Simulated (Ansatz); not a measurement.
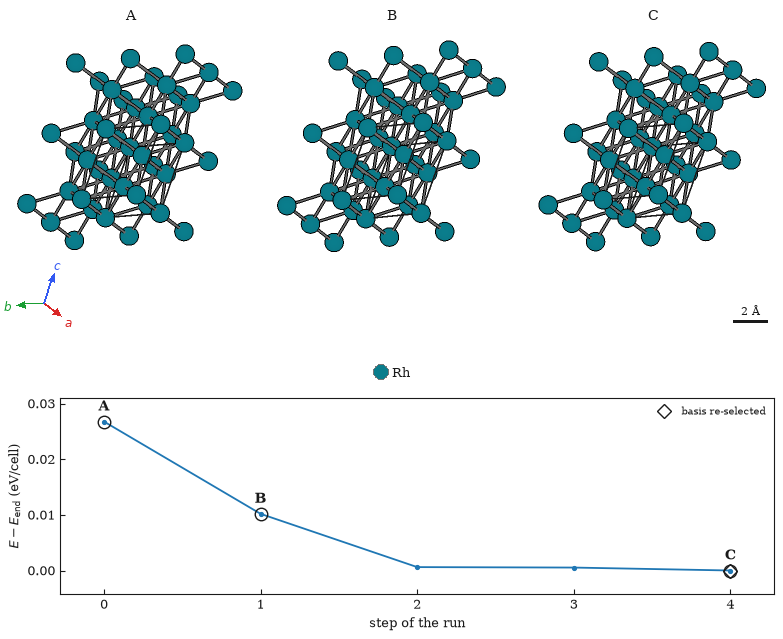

Frames of a relaxation of solid Rh (set up in C2/m), marked on the history of the run. A ball-and-stick model of the reduced cell, repeated 2 × 2 × 2 with one cell outlined, seen from a free direction. Lengths and directions refer to the drawn axes.

Case: film's bulk on the substrate's plane, third vector and atoms relaxed.

Level of theory: DFT PBE, scalar-relativistic, plane waves, PAW in Ansatz 0.2.0. Set-up: plane-wave cutoff 420 eV; k-point mesh 5 × 4 × 44; occupations gaussian; smearing width 0.1 eV; no spin polarisation; cell relaxed at fixed a, b, gamma; force threshold 0.01 eV/Å; at most 50 steps.

> What happens along the run?

The atoms keep their places relative to the cell (all moves are under 0.005 Å). The drawn cell changes as follows: a 2.777 → 2.773 Å (−0.1 %), b 3.909 → 3.932 Å (+0.6 %), c 4.519 → 4.605 Å (+1.9 %), α 112.7° → 113.4°, β 105.7° → 105.5°, γ 90.7° → 90.6°; the volume changes by +1.9 %. Near-neighbour distances that change, for instance: Rh–Rh 2.658 → 2.694 Å, Rh–Rh 2.730 → 2.762 Å, Rh–Rh 2.777 → 2.772 Å. The space group stays C2/m (No. 12). Over 3 accepted moves (4 points after the start) the energy falls by 26.8 meV per cell of the calculation. All forces vanish by symmetry, so only the cell relaxes. Pressure: −4.65 GPa at the start and −9.38 GPa at the end. The SCF was repeated once at an unchanged geometry on a basis and grid sized afresh for the cell, which shifted the energy by 0.5 meV per cell of the calculation at most. The run took 26 s on 8 threads of Arm Neoverse V1, with other jobs on the host, peak memory 0.76 GiB. From step 0 to 1: volume +3.1 %, energy −16.6 meV per cell of the calculation. From step 1 to 4: volume −1.2 %, energy −10.2 meV per cell of the calculation.

```tsv
step	E − E(0), meV/atom	pressure, GPa	volume, Å³/atom	note
0	0.00	-4.65	14.397	
1	-5.53	-11.99	14.843	
2	-8.71	-9.59	14.682	
3	-8.74	-9.38	14.669	
4	-8.92	-9.38	14.669	same geometry, new basis
```
